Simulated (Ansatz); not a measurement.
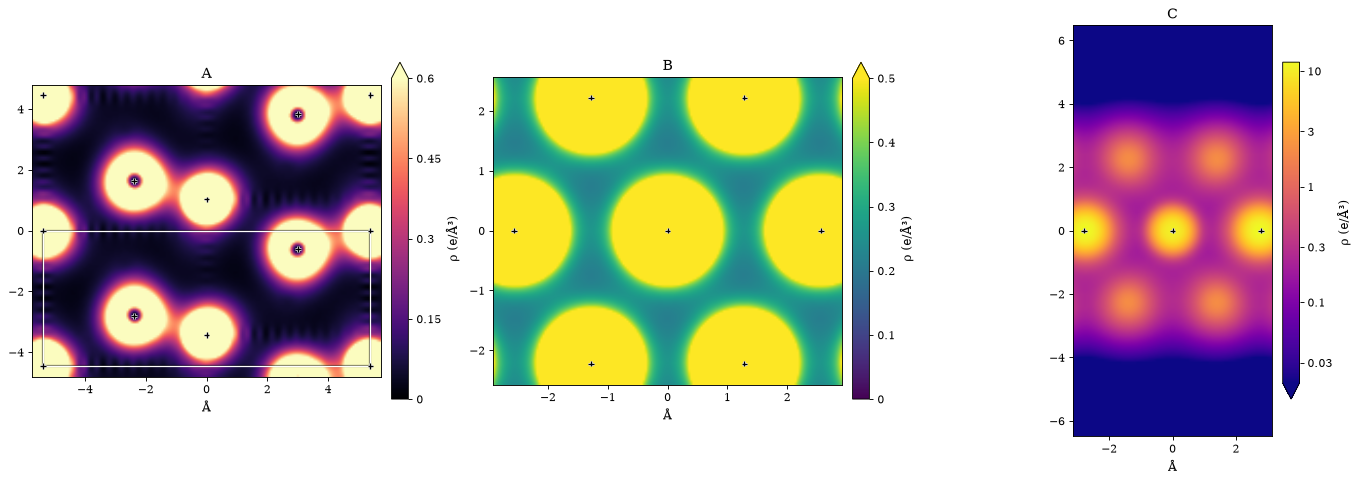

The valence charge density (pseudo) of 3 systems, each on a plane through atoms (crosses mark nuclei in the plane).

Level of theory: Ansatz 0.2.0, DFT PBE, scalar-relativistic, plane waves, PAW.

System 1: TiPt$_{3}$ (slab), the (100) plane of the calculation cell, a cut from vacuum to vacuum. Not relaxed (largest force 0.8 eV/Å); computed without spin polarisation.

```cif
data_structure
_symmetry_space_group_name_H-M 'P 1'
_symmetry_Int_Tables_number 1
_cell_length_a 5.5836
_cell_length_b 5.5836
_cell_length_c 19.5590
_cell_angle_alpha 90.000
_cell_angle_beta 90.000
_cell_angle_gamma 120.000
_cell_volume 528.08
loop_
_atom_site_label
_atom_site_type_symbol
_atom_site_fract_x
_atom_site_fract_y
_atom_site_fract_z
_atom_site_occupancy
Ti1 Ti 0.66667 0.33333 0.38346 1
Pt1 Pt 0.16667 0.83333 0.38346 1
Pt2 Pt 0.16667 0.33333 0.38346 1
Pt3 Pt 0.66667 0.83333 0.38346 1
Ti2 Ti 0.33333 0.66667 0.50000 1
Pt4 Pt 0.83333 0.16667 0.50000 1
Pt5 Pt 0.83333 0.66667 0.50000 1
Pt6 Pt 0.33333 0.16667 0.50000 1
Ti3 Ti 0.00000 0.00000 0.61654 1
Pt7 Pt 0.50000 0.50000 0.61654 1
Pt8 Pt 0.50000 0.00000 0.61654 1
Pt9 Pt 0.00000 0.50000 0.61654 1
```

System 2: GeS, the (010) plane of the conventional cell. Space group Pnma.

```
CELL_PARAMETERS angstrom
10.78299 0.00000 0.00000
0.00000 3.66731 0.00000
0.00000 0.00000 4.45400
ATOMIC_POSITIONS crystal
Ge 0.12598 0.25000 0.13464
Ge 0.37402 0.75000 0.63464
Ge 0.62598 0.25000 0.36536
Ge 0.87402 0.75000 0.86536
S 0.84705 0.25000 0.50308
S 0.65295 0.75000 0.00308
S 0.34705 0.25000 0.99692
S 0.15295 0.75000 0.49692
```

System 3: Cu, the (111) plane of the conventional cell. Space group Fm-3m; computed without spin polarisation.

```xyz
4
Lattice="3.6297 0.0000 0.0000 0.0000 3.6297 0.0000 0.0000 0.0000 3.6297" Properties=species:S:1:pos:R:3 pbc="T T T"
Cu    0.0000    0.0000    0.0000
Cu    1.8149    1.8149    0.0000
Cu    1.8149    0.0000    1.8149
Cu    0.0000    1.8149    1.8149
```

> Match each panel to its system.

Panel A is system 2, GeS: the plane holds Ge and S. Ge–S (2.46 Å): the density is about 0.48 e/Å³ at the midpoint. Panel B is system 3, Cu: the plane holds Cu. Cu–Cu (2.57 Å): the density is about 0.26 e/Å³ at the midpoint. Panel C is system 1, TiPt$_{3}$: the plane holds Ti and Pt. Ti–Pt (2.79 Å): ρ is about 0.29 e/Å³ halfway, with its minimum of 0.26 e/Å³ about 1.3 Å from Ti.
